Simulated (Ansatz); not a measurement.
**AlGaN: geometry relaxation (part 1 of 2)**

AlGaN (P4₂/mmc, 6 atoms in the cell), computed with DFT PBE, scalar-relativistic, plane waves, PAW, no spin polarisation (Ansatz 0.2.0).

The structure was made by a generator, so it may or may not be a known phase. Figures and captions count atoms from 1; the log counts them from 0 in places.

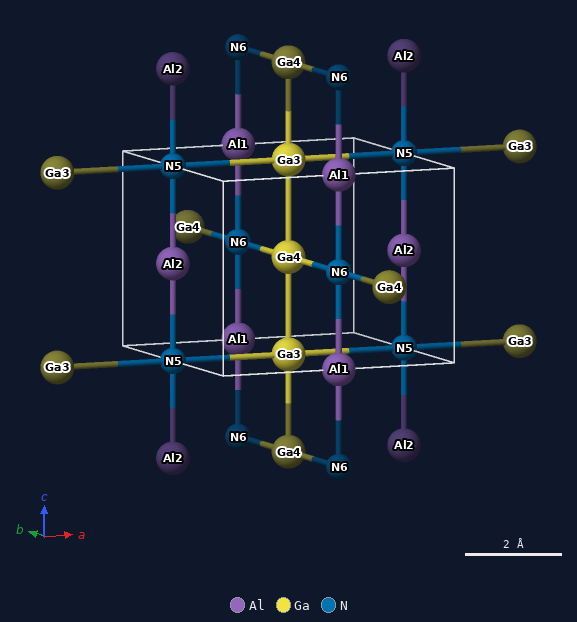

The structure as given in the input (ball-and-stick view of the cell of the calculation, seen slightly off an axis; neighbours outside the cell are drawn fainter; atoms are numbered from 1 in the order of the input). An atom can appear more than once, as a periodic image.

## Results in brief

- outcome: converged
- space group (tolerance 0.01 Å): P4₂/mmc (131)
- electrons treated: 42
- free energy: −9403.0600 eV
- Fermi energy: 4.961 eV
- gap on the k-point mesh: none (metallic)
- pressure: −0.02 GPa
- final volume: 114.35 Å³
- largest force (length of the vector) at the end: under 0.001 eV/Å
- final cell: a = 5.249 Å, b = 5.249 Å, c = 4.150 Å, α = 90.00°, β = 90.00°, γ = 90.00°
- hardware: 1 thread of Intel Xeon @ 2.50GHz (Skylake/Cascade Lake), 189 GiB of memory available, shared host
- wall time: 3.8 min
- peak memory: 0.55 GiB

## Input file
```yaml
crystal:
  lattice:
    - [5.2910442145, 0.0, 0.0]
    - [0.0, 5.2910442145, 0.0]
    - [0.0, 0.0, 4.1214337462]
  atoms:
    - { symbol: Al, position: [0.5, 0.0, 0.0] }
    - { symbol: Al, position: [0.0, 0.5, 0.5] }
    - { symbol: Ga, position: [0.5, 0.5, 0.0] }
    - { symbol: Ga, position: [0.5, 0.5, 0.5] }
    - { symbol: "N", position: [0.0, 0.5, 0.0] }
    - { symbol: "N", position: [0.5, 0.0, 0.5] }
basis:
  ecutwfc: 420
kpoints:
  mp_grid: { grid: [8, 8, 10] }
hamiltonian:
  xc: pbe
scf:
  occupations: { method: gaussian, width: 0.1 }
output:
  forces: true
  stress: true
  eigenvalues: true
  write_density: true
  write_potential: true
  elf: true
  volumetric_format: npy
relax:
  adjacent_minimum: "off"
  f_tol: 0.01
  max_steps: 80
  cell: { stress_tol: 0.05 }
```

Command:
```bash
ansatz run input.yaml --threads 1 --pin off --max-ram 2560MiB --backend cpu --events-out ev --progress --plain --runs-dir out
```

## The program's output
```
Engine: ansatz 0.2.0, x86_64-unknown-linux-gnu
Pseudopotentials: kind: paw
Pseudopotential: Al, paw, valence charge 3, recommended cutoff 420 eV (normal), Al.paw.azcp
Pseudopotential: Ga, paw, valence charge 13, recommended cutoff 420 eV (normal), Ga.paw.azcp
Pseudopotential: N, paw, valence charge 5, recommended cutoff 420 eV (normal), N.paw.azcp
Functional definition: PBE
  parameter kappa = 0.804
  parameter beta = 0.06672455060314922
  exchange = pbe_x(kappa = kappa, mu = beta*pi^2/3)
  correlation = pbe_c(beta = beta)
Crystal: 6 atoms, lattice volume = 115.380 Å³
Basis set: ecut = 420 eV, 2221 PW (Γ), exchange–correlation on 72×72×60 points (8 copies of the dense FFT grid, shifted against one another)
Bands: 27, of which v1, the nominal top of the filled ones, is band 21 counted from 1 (20 counted from 0)
Symmetry: 16 space group operations
Space group: P42/mmc (ITA 131), of the structure as read, at distance tolerance 4.9e-5 Å
k-points: 90 of 640
Non-local potential: Al, projectors of the file, l = 0: 2, l = 1: 2, l = 2: 1
Non-local potential: Ga, projectors of the file, l = 0: 2, l = 1: 2, l = 2: 3, l = 3: 1
Non-local potential: N, projectors of the file, l = 0: 2, l = 1: 2, l = 2: 1
PAW form: soft (Blöchl's): semilocal exchange-correlation on the pseudo side does not see the compensation charge
PAW one-centre angular grid: Al, 110 points (default); XC on 64 Gauss nodes
PAW one-centre angular grid: Ga, 590 points (default); XC on 64 Gauss nodes
PAW one-centre angular grid: N, 110 points (default); XC on 64 Gauss nodes
Initial density: superposition of atomic densities (neutral atoms: chi_scale 0, normalization atom), corrected by the library's trained network
Initial wavefunctions: pseudopotential atomic-orbital guess
Functional: x = pbe(κ = 0.804, μ = 0.2195149727645171), c = pbe(β = 0.06672455060314922)
SCF iter   1: F=—  HF=-9403.072838 eV  |F-HF|=—  |Δ(HF+E_count)|=         —  Δρ=8.50e-3  dr2=7.94e-2  ethr=1.77e-3  ⟨swp⟩=7.0  Hψ=11808  notcnv=0
preconditioner: auto → LDOS  [metal: Δε(μ)=0.022 eV  Ē_g=12.518 eV  σ=0.100 eV  W_gap=0.12  n_scr=26 (ndim 8)  ℏωp=22.4 eV  f_vac=0.103  D(μ)=3.36/eV (n_scr^D=26)  β→1.0]
SCF iter   2: F=—  HF=-9403.056343 eV  |F-HF|=—  |Δ(HF+E_count)|=   1.65e-2  Δρ=2.67e-3  dr2=9.86e-3  ethr=1.89e-4  ⟨swp⟩=2.8  Hψ=4541  notcnv=0  defer=50
SCF iter   3: F=—  HF=-9403.056079 eV  |F-HF|=—  |Δ(HF+E_count)|=   2.64e-4  Δρ=1.52e-3  dr2=1.57e-3  ethr=2.35e-5  ⟨swp⟩=2.0  Hψ=4209  notcnv=0  defer=51
SCF iter   4: F=—  HF=-9403.055813 eV  |F-HF|=—  |Δ(HF+E_count)|=   2.66e-4  Δρ=8.99e-4  dr2=9.23e-4  ethr=3.75e-6  ⟨swp⟩=2.0  Hψ=4175  notcnv=0  defer=51
SCF iter   5: F=—  HF=-9403.055334 eV  |F-HF|=—  |Δ(HF+E_count)|=   4.79e-4  Δρ=3.65e-4  dr2=1.66e-4  ethr=2.20e-6  ⟨swp⟩=2.0  Hψ=3457  notcnv=0  defer=51
SCF iter   6: F=—  HF=-9403.055236 eV  |F-HF|=—  |Δ(HF+E_count)|=   9.83e-5  Δρ=8.09e-5  dr2=7.65e-6  ethr=3.96e-7  ⟨swp⟩=2.0  Hψ=4177  notcnv=0  defer=51
SCF iter   7: F=—  HF=-9403.055421 eV  |F-HF|=—  |Δ(HF+E_count)|=   1.85e-4  Δρ=1.05e-5  dr2=1.32e-7  ethr=1.82e-8  ⟨swp⟩=2.0  Hψ=4221  notcnv=0  defer=51
SCF iter   8: F=-9403.055421 eV  HF=-9403.055421 eV  |F-HF|=1.04e-10  |Δ(HF+E_count)|=   3.35e-8  Δρ=8.20e-7  dr2=9.23e-10  ethr=2.38e-10  ⟨swp⟩=12.9  Hψ=18838  notcnv=0
the search or the solves at the SCF's close seem to have found levels that the self-consistency loop had missed (the run counts 1). By its estimate they hold under 1e-12 electrons; where the run keeps them, the occupations were computed again with them
SCF 1 converged in 8 iterations: F = -9403.055421 eV  dr2 = 9.23e-10
  greatest PAW one-centre occupation: 0.995 electrons in one spin orbital (limit 2), on the Ga atom at site 2 (counted from 0), in its partial waves of l = 2
relax step   1: F+E_penalty+E_count = -9403.05542073 eV  Δ(F+E_penalty+E_count) = +0.000e0 eV  max|allowed force component| = 8.053e-30 eV/Å  Δτ_max = 0.0000 Å  P = +0.326 GPa  Ω = 115.380 Å³  (8 SCF iters, dr2 threshold 1.00e-7 eV, accepted)
Crystal: 6 atoms, lattice volume = 115.213 Å³
Basis set: ecut = 420 eV, 2237 PW (Γ), exchange–correlation on 72×72×60 points (8 copies of the dense FFT grid, shifted against one another)
Initial density: handed on by an earlier stage of this run
Initial wavefunctions: those handed on with the density
iter 1 solved again at ethr=1.78e-6 eV; its pass at ethr=3.10e-3 eV (dr2=7.49e-4 eV) is discarded
SCF iter   1: F=—  HF=-9403.057846 eV  |F-HF|=—  |Δ(HF+E_count)|=         —  Δρ=6.59e-4  dr2=7.25e-4  ethr=1.78e-6  ⟨swp⟩=2.0  Hψ=12282  notcnv=0
preconditioner: auto → LDOS  [metal: Δε(μ)=0.005 eV  Ē_g=12.558 eV  σ=0.100 eV  W_gap=0.03  n_scr=26 (ndim 8)  ℏωp=22.4 eV  f_vac=0.089  D(μ)=3.85/eV (n_scr^D=30)  β→1.0]
SCF iter   2: F=—  HF=-9403.057717 eV  |F-HF|=—  |Δ(HF+E_count)|=   1.29e-4  Δρ=1.88e-4  dr2=5.03e-5  ethr=1.73e-6  ⟨swp⟩=2.2  Hψ=2965  notcnv=0
SCF iter   3: F=—  HF=-9403.057907 eV  |F-HF|=—  |Δ(HF+E_count)|=   1.90e-4  Δρ=7.23e-5  dr2=6.84e-6  ethr=1.20e-7  ⟨swp⟩=2.3  Hψ=3544  notcnv=0
SCF iter   4: F=—  HF=-9403.057907 eV  |F-HF|=—  |Δ(HF+E_count)|=   1.13e-7  Δρ=3.99e-5  dr2=1.30e-6  ethr=1.63e-8  ⟨swp⟩=2.0  Hψ=4318  notcnv=0
SCF iter   5: F=-9403.057906 eV  HF=-9403.057906 eV  |F-HF|=2.86e-9  |Δ(HF+E_count)|=   1.09e-6  Δρ=7.79e-6  dr2=5.36e-8  ethr=1.43e-9  ⟨swp⟩=10.0  Hψ=21541  notcnv=0
SCF 2 converged in 5 iterations: F = -9403.057906 eV  dr2 = 5.36e-8
  greatest PAW one-centre occupation: 0.995 electrons in one spin orbital (limit 2), on the Ga atom at site 3 (counted from 0), in its partial waves of l = 2
relax step   2: F+E_penalty+E_count = -9403.05790580 eV  Δ(F+E_penalty+E_count) = -2.485e-3 eV  max|allowed force component| = 8.217e-29 eV/Å  Δτ_max = 0.0000 Å  P = +0.165 GPa  Ω = 115.213 Å³  energy of the carried Pulay correction = +2.547e-4 eV  (5 SCF iters, dr2 threshold 6.00e-7 eV, accepted)
Crystal: 6 atoms, lattice volume = 114.042 Å³
iter 1 solved again at ethr=1.16e-5 eV; its pass at ethr=3.10e-3 eV (dr2=4.87e-3 eV) is discarded
SCF iter   1: F=—  HF=-9403.062087 eV  |F-HF|=—  |Δ(HF+E_count)|=         —  Δρ=1.59e-3  dr2=4.55e-3  ethr=1.16e-5  ⟨swp⟩=1.0  Hψ=12715  notcnv=0
preconditioner: auto → LDOS  [metal: Δε(μ)=0.003 eV  Ē_g=12.564 eV  σ=0.100 eV  W_gap=0.02  n_scr=26 (ndim 8)  ℏωp=22.5 eV  f_vac=0.087  D(μ)=4.11/eV (n_scr^D=30)  β→1.0]
SCF iter   2: F=—  HF=-9403.061353 eV  |F-HF|=—  |Δ(HF+E_count)|=   7.33e-4  Δρ=5.58e-4  dr2=6.10e-4  ethr=1.08e-5  ⟨swp⟩=1.0  Hψ=2431  notcnv=0
SCF iter   3: F=—  HF=-9403.061298 eV  |F-HF|=—  |Δ(HF+E_count)|=   5.49e-5  Δρ=2.44e-4  dr2=5.83e-5  ethr=1.45e-6  ⟨swp⟩=2.1  Hψ=4201  notcnv=0
SCF iter   4: F=—  HF=-9403.061514 eV  |F-HF|=—  |Δ(HF+E_count)|=   2.16e-4  Δρ=1.73e-4  dr2=2.60e-5  ethr=1.39e-7  ⟨swp⟩=2.0  Hψ=4315  notcnv=0
SCF iter   5: F=—  HF=-9403.061493 eV  |F-HF|=—  |Δ(HF+E_count)|=   2.07e-5  Δρ=2.35e-5  dr2=7.80e-7  ethr=6.19e-8  ⟨swp⟩=2.0  Hψ=4154  notcnv=0
SCF iter   6: F=-9403.061493 eV  HF=-9403.061493 eV  |F-HF|=2.97e-8  |Δ(HF+E_count)|=   1.15e-7  Δρ=5.01e-6  dr2=3.49e-8  ethr=1.43e-9  ⟨swp⟩=10.0  Hψ=18695  notcnv=0
SCF 3 converged in 6 iterations: F = -9403.061493 eV  dr2 = 3.49e-8
relax step   3: F+E_penalty+E_count = -9403.06149325 eV  Δ(F+E_penalty+E_count) = -3.587e-3 eV  max|allowed force component| = 3.366e-29 eV/Å  Δτ_max = 0.0000 Å  P = +0.159 GPa  Ω = 114.042 Å³  energy of the carried Pulay correction = +1.818e-3 eV  (6 SCF iters, dr2 threshold 6.00e-7 eV, accepted)
Crystal: 6 atoms, lattice volume = 114.549 Å³
iter 1 solved again at ethr=5.84e-7 eV; its pass at ethr=3.10e-3 eV (dr2=2.45e-4 eV) is discarded
SCF iter   1: F=—  HF=-9403.060803 eV  |F-HF|=—  |Δ(HF+E_count)|=         —  Δρ=3.13e-4  dr2=2.35e-4  ethr=5.84e-7  ⟨swp⟩=2.0  Hψ=12167  notcnv=0
preconditioner: auto → LDOS  [metal: Δε(μ)=0.007 eV  Ē_g=12.538 eV  σ=0.100 eV  W_gap=0.04  n_scr=26 (ndim 8)  ℏωp=22.5 eV  f_vac=0.089  D(μ)=3.99/eV (n_scr^D=30)  β→1.0]
SCF iter   2: F=—  HF=-9403.060733 eV  |F-HF|=—  |Δ(HF+E_count)|=   6.95e-5  Δρ=1.04e-4  dr2=1.57e-5  ethr=5.59e-7  ⟨swp⟩=2.0  Hψ=3097  notcnv=0
SCF iter   3: F=—  HF=-9403.060942 eV  |F-HF|=—  |Δ(HF+E_count)|=   2.08e-4  Δρ=4.34e-5  dr2=1.66e-6  ethr=3.74e-8  ⟨swp⟩=2.0  Hψ=4315  notcnv=0
SCF iter   4: F=—  HF=-9403.060943 eV  |F-HF|=—  |Δ(HF+E_count)|=   8.78e-7  Δρ=4.05e-5  dr2=1.54e-6  ethr=4.70e-10  ⟨swp⟩=10.8  Hψ=22189  notcnv=0
SCF iter   5: F=-9403.060942 eV  HF=-9403.060942 eV  |F-HF|=2.45e-8  |Δ(HF+E_count)|=   1.23e-6  Δρ=6.18e-6  dr2=5.69e-8  ethr=4.70e-10  ⟨swp⟩=6.7  Hψ=16869  notcnv=0
SCF 4 converged in 5 iterations: F = -9403.060942 eV  dr2 = 5.69e-8
relax step   4: F+E_penalty+E_count = -9403.06094152 eV  Δ(F+E_penalty+E_count) = +5.517e-4 eV  max|allowed force component| = 1.114e-29 eV/Å  Δτ_max = 0.0000 Å  P = -0.112 GPa  Ω = 114.549 Å³  energy of the carried Pulay correction = +1.198e-3 eV  (5 SCF iters, dr2 threshold 1.97e-7 eV, accepted)
Crystal: 6 atoms, lattice volume = 114.351 Å³
iter 1 solved again at ethr=1.01e-7 eV; its pass at ethr=3.10e-3 eV (dr2=4.23e-5 eV) is discarded
SCF iter   1: F=—  HF=-9403.061049 eV  |F-HF|=—  |Δ(HF+E_count)|=         —  Δρ=1.32e-4  dr2=4.07e-5  ethr=1.01e-7  ⟨swp⟩=2.1  Hψ=12141  notcnv=0
preconditioner: auto → LDOS  [metal: Δε(μ)=0.005 eV  Ē_g=12.551 eV  σ=0.100 eV  W_gap=0.03  n_scr=26 (ndim 8)  ℏωp=22.5 eV  f_vac=0.088  D(μ)=4.03/eV (n_scr^D=30)  β→1.0]
SCF iter   2: F=—  HF=-9403.061247 eV  |F-HF|=—  |Δ(HF+E_count)|=   1.98e-4  Δρ=4.07e-5  dr2=2.17e-6  ethr=9.68e-8  ⟨swp⟩=2.0  Hψ=3108  notcnv=0
SCF iter   3: F=—  HF=-9403.061248 eV  |F-HF|=—  |Δ(HF+E_count)|=   7.13e-7  Δρ=1.39e-5  dr2=2.39e-7  ethr=5.17e-9  ⟨swp⟩=2.1  Hψ=3237  notcnv=0
SCF iter   4: F=-9403.061248 eV  HF=-9403.061248 eV  |F-HF|=1.21e-7  |Δ(HF+E_count)|=   2.67e-8  Δρ=7.40e-6  dr2=6.10e-8  ethr=2.54e-10  ⟨swp⟩=9.1  Hψ=17773  notcnv=0
SCF 5 converged in 4 iterations: F = -9403.061248 eV  dr2 = 6.10e-8
relax step   5: F+E_penalty+E_count = -9403.06124759 eV  Δ(F+E_penalty+E_count) = -3.061e-4 eV  max|allowed force component| = 9.844e-29 eV/Å  Δτ_max = 0.0000 Å  P = -0.000 GPa  Ω = 114.351 Å³  energy of the carried Pulay correction = +1.438e-3 eV  (4 SCF iters, dr2 threshold 1.07e-7 eV, accepted)
Initial wavefunctions: pseudopotential atomic-orbital guess (no wavefunctions were taken with the density)
iter 1 solved again at ethr=5.79e-8 eV; its pass at ethr=3.10e-3 eV (dr2=2.43e-5 eV) is discarded
SCF iter   1: F=—  HF=-9403.059768 eV  |F-HF|=—  |Δ(HF+E_count)|=         —  Δρ=4.81e-5  dr2=6.36e-7  ethr=5.79e-8  ⟨swp⟩=3.7  Hψ=18538  notcnv=0
preconditioner: auto → LDOS  [metal: Δε(μ)=0.005 eV  Ē_g=12.550 eV  σ=0.100 eV  W_gap=0.03  n_scr=26 (ndim 8)  ℏωp=22.5 eV  f_vac=0.088  D(μ)=4.03/eV (n_scr^D=30)  β→1.0]
SCF iter   2: F=—  HF=-9403.059980 eV  |F-HF|=—  |Δ(HF+E_count)|=   2.12e-4  Δρ=2.21e-5  dr2=3.51e-7  ethr=1.51e-9  ⟨swp⟩=2.0  Hψ=4367  notcnv=0
SCF iter   3: F=—  HF=-9403.059979 eV  |F-HF|=—  |Δ(HF+E_count)|=   2.23e-7  Δρ=7.90e-6  dr2=4.40e-8  ethr=8.35e-10  ⟨swp⟩=2.0  Hψ=4298  notcnv=0
SCF iter   4: F=—  HF=-9403.059979 eV  |F-HF|=—  |Δ(HF+E_count)|=   1.96e-8  Δρ=2.52e-6  dr2=5.80e-9  ethr=1.05e-10  ⟨swp⟩=2.0  Hψ=4161  notcnv=0
SCF iter   5: F=—  HF=-9403.059979 eV  |F-HF|=—  |Δ(HF+E_count)|=   2.21e-9  Δρ=5.62e-7  dr2=4.28e-10  ethr=1.38e-11  ⟨swp⟩=2.4  Hψ=3317  notcnv=0
SCF iter   6: F=-9403.059979 eV  HF=-9403.059979 eV  |F-HF|=1.82e-12  |Δ(HF+E_count)|=  1.09e-11  Δρ=9.44e-8  dr2=1.14e-11  ethr=1.00e-12  ⟨swp⟩=5.1  Hψ=12375  notcnv=0
SCF 6 converged in 6 iterations: F = -9403.059979 eV  dr2 = 1.14e-11
relax step   6: F+E_penalty+E_count = -9403.05997931 eV  Δ(F+E_penalty+E_count) = +1.268e-3 eV  max|allowed force component| = 8.901e-29 eV/Å  Δτ_max = 0.0000 Å  P = -0.017 GPa  Ω = 114.351 Å³  stress off target by 2.75e-2 GPa  SCF on the basis re-selected at this cell (its energy is not comparable with the rows above)  (6 SCF iters)
```

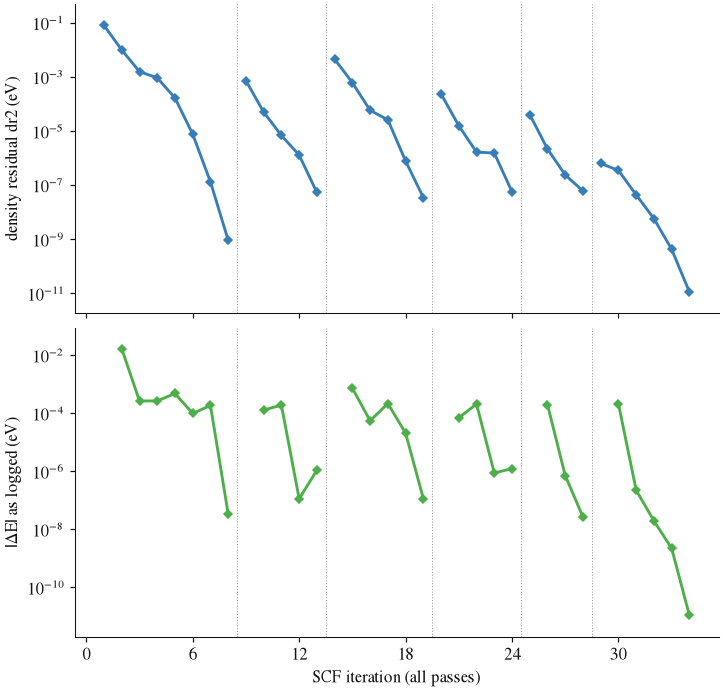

Convergence of the self-consistent field: density residual dr2 and size of the energy change against the SCF iteration. The dotted lines part the SCF passes of the relaxation: geometry steps, rejected trials and re-solves on a re-selected basis. The 6 passes take 4 to 8 iterations each, 34 in all.

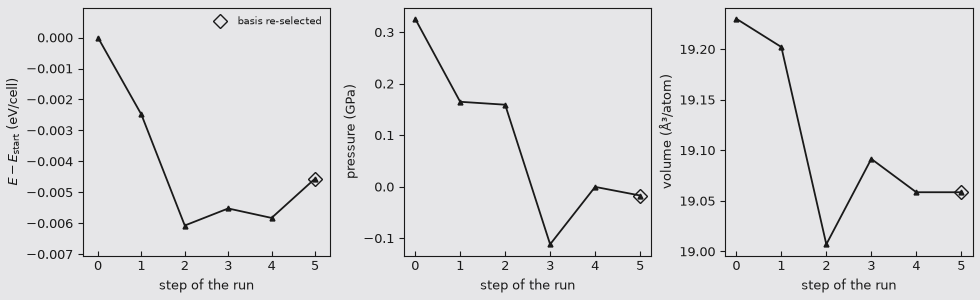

Progress of the relaxation, step by step (the first geometry is step 0 here and step 1 in the log).
